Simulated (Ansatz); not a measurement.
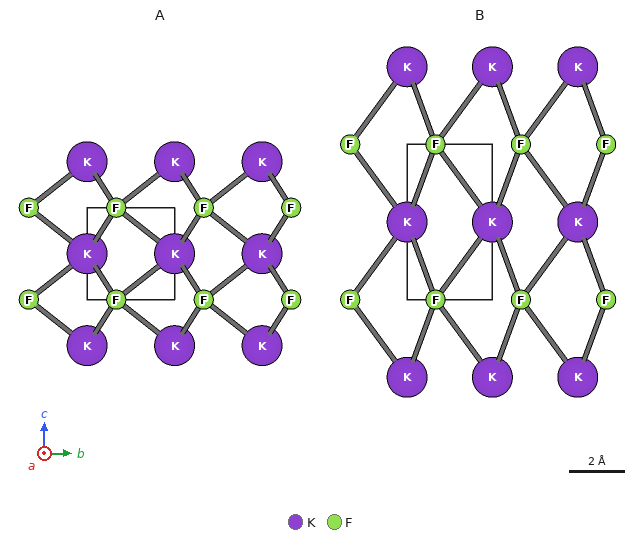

Two geometries of solid KF (a generated structure, set up in P-6m2), drawn at one scale. One is the start of a relaxation, the other its converged end. Style: ball-and-stick. Shown: the cell of the calculation, repeated 1 × 2 × 1 with one cell outlined, along the a axis.

These are results of Ansatz 0.2.0, DFT PBE, scalar-relativistic, plane waves, PAW, not measurements. Settings: plane-wave cutoff 420 eV; k-point mesh 12 × 12 × 6; occupations gaussian; smearing width 0.02 eV; no spin polarisation; cell and atoms relaxed; force threshold 0.01 eV/Å; at most 80 steps.

Which geometry has the lower energy?

Structure A is the relaxed one. Over 11 accepted moves (13 points after the start) the energy falls by 2.467 eV per cell of the calculation. All forces vanish by symmetry, so only the cell relaxes. Pressure: −3.77 GPa at the start and −0.01 GPa at the end. The SCF was repeated twice at an unchanged geometry on a basis and grid sized afresh for the cell, which shifted the energy by 1.8 meV per cell of the calculation at most. The atoms keep their places relative to the cell (all moves are under 0.005 Å). The drawn cell changes as follows: a = b 3.602 → 3.693 Å (+2.5 %), c 5.676 → 3.362 Å (−40.8 %); the volume changes by −37.7 %. Among the contacts that change: K–K 5.676 → 3.362 Å, F–K 3.518 → 2.715 Å. The space group stays P-6m2 (No. 187).
